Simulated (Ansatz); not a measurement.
## What a change does: single-point calculation on TaN

System: TaN (Pmc2₁, 4 atoms in the cell).
Method of the first run: DFT PBEsol, scalar-relativistic, plane waves, PAW, no spin polarisation (Ansatz 0.2.0).

The structure derives from an entry of the Crystallography Open Database. Text and figures count atoms from 1; the logs count them from 0 in places.

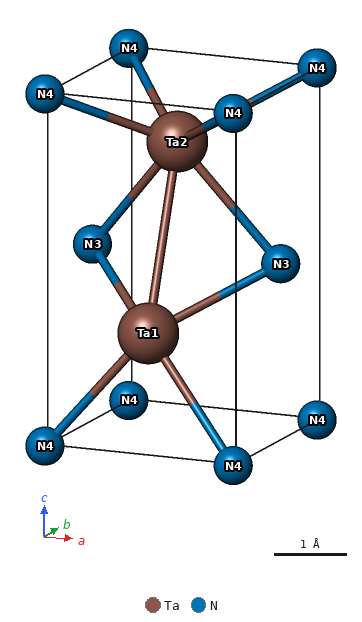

Fig. 1: The structure (ball-and-stick view of the cell of the calculation, seen slightly off an axis; atoms are numbered from 1 in the order of the input). An atom can appear more than once, as a periodic image.

**Input file, the first run**
```yaml
crystal:
  lattice:
    - [0.0, 0.0, 2.8707276426]
    - [2.9239890448, 0.0, 0.0]
    - [0.0, 5.0644975863, 0.0]
  atoms:
    - { symbol: Ta, position: [0.5, 0.0769496727, 0.3333333333] }
    - { symbol: Ta, position: [0.5, 0.4230503273, 0.8333333333] }
    - { symbol: "N", position: [0.0, 0.5331474271, 0.5] }
    - { symbol: "N", position: [0.0, -0.0331474271, 0.0] }
basis:
  ecutwfc: 420
kpoints:
  mp_grid: { grid: [20, 20, 12] }
hamiltonian:
  xc: pbesol
scf:
  occupations: { method: gaussian, width: 0.15 }
output:
  forces: true
  stress: true
  eigenvalues: true
```

Launched with:
```bash
ansatz run input.yaml --threads 2 --pin off --max-ram 5120MiB --backend cpu --events-out ev --progress --plain --runs-dir out
```

Hardware: 2 threads of AMD EPYC (Zen 3), 32 GiB of memory available, shared host.

**Output, shortened to warnings, some set-up lines, iterations and results (the first run)**
```
Basis set: ecut = 420 eV, 829 PW (Γ), exchange–correlation on 40×40×72 points (8 copies of the dense FFT grid, shifted against one another)
Symmetry: 4 space group operations
k-points: 847 of 4800 (time reversal used)
Initial density: superposition of atomic densities (neutral atoms: chi_scale 0, normalization atom), corrected by the library's trained network
[...]
SCF iter   1: F=—  HF=-20374.282037 eV  |F-HF|=—  |Δ(HF+E_count)|=         —  Δρ=1.92e-2  dr2=1.39e-1  ethr=1.77e-3  ⟨swp⟩=5.0  Hψ=82066  notcnv=0
SCF iter   2: F=—  HF=-20374.252514 eV  |F-HF|=—  |Δ(HF+E_count)|=   2.95e-2  Δρ=5.91e-3  dr2=6.93e-3  ethr=3.85e-4  ⟨swp⟩=1.7  Hψ=28045  notcnv=0
SCF iter   3: F=—  HF=-20374.251845 eV  |F-HF|=—  |Δ(HF+E_count)|=   6.69e-4  Δρ=2.93e-3  dr2=1.86e-3  ethr=1.92e-5  ⟨swp⟩=1.7  Hψ=22120  notcnv=0
SCF iter   4: F=—  HF=-20374.251634 eV  |F-HF|=—  |Δ(HF+E_count)|=   2.11e-4  Δρ=3.63e-4  dr2=4.43e-5  ethr=5.16e-6  ⟨swp⟩=2.7  Hψ=31387  notcnv=0
SCF iter   5: F=—  HF=-20374.251678 eV  |F-HF|=—  |Δ(HF+E_count)|=   4.41e-5  Δρ=8.51e-5  dr2=2.81e-6  ethr=1.23e-7  ⟨swp⟩=2.1  Hψ=25589  notcnv=0
SCF iter   6: F=-20374.251678 eV  HF=-20374.251678 eV  |F-HF|=1.79e-8  |Δ(HF+E_count)|=   3.98e-7  Δρ=1.35e-5  dr2=7.63e-8  ethr=2.78e-10  ⟨swp⟩=4.1  Hψ=88582  notcnv=0
SCF 1 converged in 6 iterations: F = -20374.251678 eV  dr2 = 7.63e-8
SCF converged after 6 iterations
Free energy (F): -20374.251678 eV
Harris-Foulkes:  -20374.251678 eV  (|F-HF|=1.79e-8)
Internal energy: -20374.245742 eV  (E = F + TS)
E sigma→0 (E₀):  -20374.248710 eV
Entropy (-TS):   -0.005936 eV (-1.484 meV/atom)
Fermi energy:    20.593722 eV
--- Per-component energies (eV) ---
  E_band       = -96.920560
  E_kinetic    = 1001.805343
  E_local      = -1201.713722  (includes V_loc(G=0)·N_el)
  E_nonlocal   = 126.275822
  E_hartree    = 405.892432
  E_xc         = -556.715168
  E_vxc        = -564.498678  (∫ρ·V_xc dr)
  E_paw        = -16791.307295  (= ΣΔE_a)
  E_vpaw       = -270.570661  (= ΣTr[D̂ρ^β])
  E_aug_tail   = 0.000441  (compensation charges beyond the density's cutoff)
  E_ewald      = -3358.967085
  E_core_change = 0.483491  (= ΣΔE_core)
  E_smearing   = -0.005936  (= −TS)
  E_closure    = 0.000000  (closes the sum)
  Σ components = -20374.251678   (vs F -20374.251678, Δ=0.00e0)
--- Forces (eV/Å), atoms counted from 1 ---
  atom   1  Ta    -4.38211639    -0.03083783     0.00000000
  atom   2  Ta     4.38211639    -0.03083783    -0.00000000
  atom   3  N      0.05312124     0.03084564     0.00000000
  atom   4  N     -0.05312124     0.03084564     0.00000000
  max |Σ_I F_I| component: 1.56e-5 eV/Å
--- Stress (GPa, compression-positive) ---
       -0.506589       0.000000       0.000000
        0.000000      16.857472       0.000000
        0.000000       0.000000       2.646046
  P = ⅓ Tr σ = 6.3323 GPa (63.323 kbar)
```

The input of the second run differs as follows (lines with − go, lines with + come):
```diff
-    - { symbol: Ta, position: [0.5, 0.0769496727, 0.3333333333] }
-    - { symbol: Ta, position: [0.5, 0.4230503273, 0.8333333333] }
-    - { symbol: "N", position: [0.0, 0.5331474271, 0.5] }
-    - { symbol: "N", position: [0.0, -0.0331474271, 0.0] }
+    - { symbol: Ta, position: [0.5, 0.0641247273, 0.3333333333] }
+    - { symbol: Ta, position: [0.5, 0.4358752727, 0.8333333333] }
+    - { symbol: "N", position: [0.0, 0.527622856, 0.5] }
+    - { symbol: "N", position: [0.0, -0.027622856, 0.0] }
```

What does this change do to the results?

With the same functional and potentials, the second run lies 76.3 meV per atom lower. The pressure goes from 6.33 to 4.55 GPa. The largest force goes from 4.382 to 3.763 eV/Å. The number of SCF iterations is the same.

**Output, shortened to warnings, some set-up lines, iterations and results (the second run)**
```
Basis set: ecut = 420 eV, 829 PW (Γ), exchange–correlation on 40×40×72 points (8 copies of the dense FFT grid, shifted against one another)
Symmetry: 4 space group operations
k-points: 847 of 4800 (time reversal used)
Initial density: superposition of atomic densities (neutral atoms: chi_scale 0, normalization atom), corrected by the library's trained network
[...]
SCF iter   1: F=—  HF=-20374.586017 eV  |F-HF|=—  |Δ(HF+E_count)|=         —  Δρ=1.87e-2  dr2=1.34e-1  ethr=1.77e-3  ⟨swp⟩=5.0  Hψ=81762  notcnv=0
SCF iter   2: F=—  HF=-20374.557541 eV  |F-HF|=—  |Δ(HF+E_count)|=   2.85e-2  Δρ=5.70e-3  dr2=6.39e-3  ethr=3.72e-4  ⟨swp⟩=1.7  Hψ=28084  notcnv=0
SCF iter   3: F=—  HF=-20374.557017 eV  |F-HF|=—  |Δ(HF+E_count)|=   5.24e-4  Δρ=2.83e-3  dr2=1.71e-3  ethr=1.77e-5  ⟨swp⟩=1.8  Hψ=22039  notcnv=0
SCF iter   4: F=—  HF=-20374.556847 eV  |F-HF|=—  |Δ(HF+E_count)|=   1.70e-4  Δρ=3.55e-4  dr2=4.11e-5  ethr=4.75e-6  ⟨swp⟩=2.6  Hψ=31184  notcnv=0
SCF iter   5: F=—  HF=-20374.556899 eV  |F-HF|=—  |Δ(HF+E_count)|=   5.17e-5  Δρ=8.20e-5  dr2=2.61e-6  ethr=1.14e-7  ⟨swp⟩=2.1  Hψ=25741  notcnv=0
SCF iter   6: F=-20374.556898 eV  HF=-20374.556898 eV  |F-HF|=1.62e-8  |Δ(HF+E_count)|=   3.73e-7  Δρ=1.29e-5  dr2=7.11e-8  ethr=2.78e-10  ⟨swp⟩=4.1  Hψ=87881  notcnv=0
SCF 1 converged in 6 iterations: F = -20374.556898 eV  dr2 = 7.11e-8
SCF converged after 6 iterations
Free energy (F): -20374.556898 eV
Harris-Foulkes:  -20374.556898 eV  (|F-HF|=1.62e-8)
Internal energy: -20374.553483 eV  (E = F + TS)
E sigma→0 (E₀):  -20374.555191 eV
Entropy (-TS):   -0.003415 eV (-0.854 meV/atom)
Fermi energy:    20.483657 eV
--- Per-component energies (eV) ---
  E_band       = -97.342552
  E_kinetic    = 1001.268977
  E_local      = -1198.575284  (includes V_loc(G=0)·N_el)
  E_nonlocal   = 126.009269
  E_hartree    = 404.429784
  E_xc         = -556.651368
  E_vxc        = -564.419572  (∫ρ·V_xc dr)
  E_paw        = -16791.215966  (= ΣΔE_a)
  E_vpaw       = -270.482033  (= ΣTr[D̂ρ^β])
  E_aug_tail   = 0.000430  (compensation charges beyond the density's cutoff)
  E_ewald      = -3360.302817
  E_core_change = 0.483491  (= ΣΔE_core)
  E_smearing   = -0.003415  (= −TS)
  E_closure    = 0.000000  (closes the sum)
  Σ components = -20374.556898   (vs F -20374.556898, Δ=0.00e0)
--- Forces (eV/Å), atoms counted from 1 ---
  atom   1  Ta    -3.76276572    -0.00979432     0.00000000
  atom   2  Ta     3.76276572    -0.00979432     0.00000000
  atom   3  N      0.00003525     0.00979942     0.00000000
  atom   4  N     -0.00003525     0.00979942     0.00000000
  max |Σ_I F_I| component: 1.02e-5 eV/Å
--- Stress (GPa, compression-positive) ---
       -0.461673       0.000000       0.000000
        0.000000      12.191466       0.000000
        0.000000       0.000000       1.910271
  P = ⅓ Tr σ = 4.5467 GPa (45.467 kbar)
```

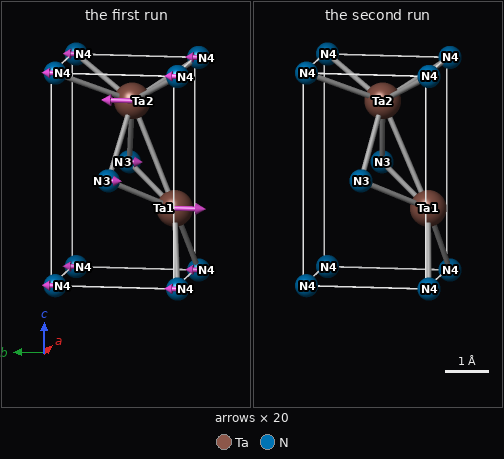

Fig. 2: The two input geometries at one scale (ball-and-stick view of the cell of the calculation, seen at an oblique angle). The pink arrows on the first give the shifts of the atoms relative to the cell, with their mean removed, magnified 20 times. The largest moves, 0.037 Å, are those of Ta1 and Ta2. Largest moves by element: Ta 0.037 Å, N 0.016 Å. (The mean shift of all atoms is removed.) The cell doesn't change. Among the contacts that change: Ta1–Ta2 2.727 → 2.756 Å, Ta1–N3 2.302 → 2.288 Å, Ta1–N4 2.239 → 2.232 Å.

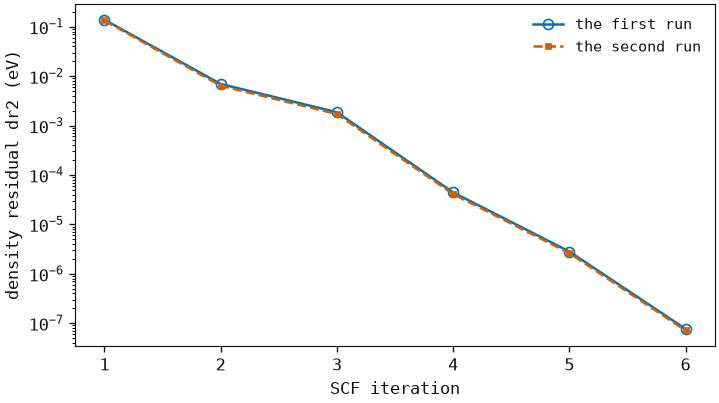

Fig. 3: Convergence of the two runs: density residual dr2 against the SCF iteration. The first run takes 6 iterations in all, and the second run takes 6.

**The two runs side by side**

| quantity | the first run | the second run |
| --- | --- | --- |
| outcome | converged | converged |
| free energy per atom (eV) | −5093.5629 | −5093.6392 |
| energy per atom, smearing taken to zero (eV) | −5093.5622 | −5093.6388 |
| gap on the mesh (eV) | 0.00 | 0.00 |
| pressure (GPa) | 6.33 | 4.55 |
| largest force (eV/Å) | 4.382 | 3.763 |
| SCF iterations | 6 | 6 |
| irreducible k-points | 847 | 847 |
| plane waves at Γ | 829 | 829 |
| wall time (shared host) | 21 s | 20 s |

For both runs: Spin–orbit coupling is left out, which matters for Ta.
